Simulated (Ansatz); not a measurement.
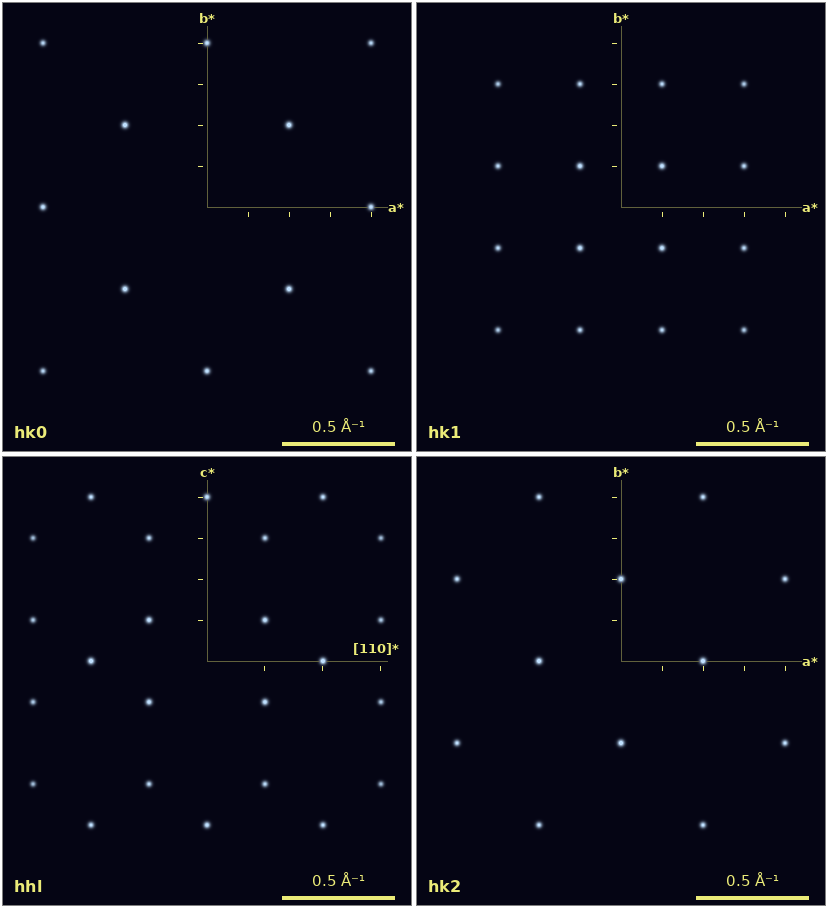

Four undistorted layers of reciprocal space, calculated for a single crystal (X-rays, kinematic |F|², B = 0.5 Å²). Tick marks count the reciprocal lattice steps of the conventional cell along each axis.

What cell do the layers give?

a* = 0.184, b* = 0.184, c* = 0.184 Å⁻¹; the cell is cubic with a = 5.43 Å.

Which reflection conditions do the layers show?

Reflections are present only under these conditions. hkl: h + k = 2n, h + l = 2n; hk0: h = 2n, h + k = 4n; hhl: h + l = 2n; h00: h = 4n. The lattice is face-centred (F). Further gaps, such as 2 2 2, 4 4 2, come from atoms on special positions, not from the group's general conditions.

Which space groups fit?

The intensities have Laue symmetry m-3m (the hk0 layer shows 4mm, hk1 shows 4mm). With these conditions only Fd-3m (No. 227) fits. The compound is Si. Structure: the input geometry of an electronic-structure calculation (not necessarily at equilibrium).
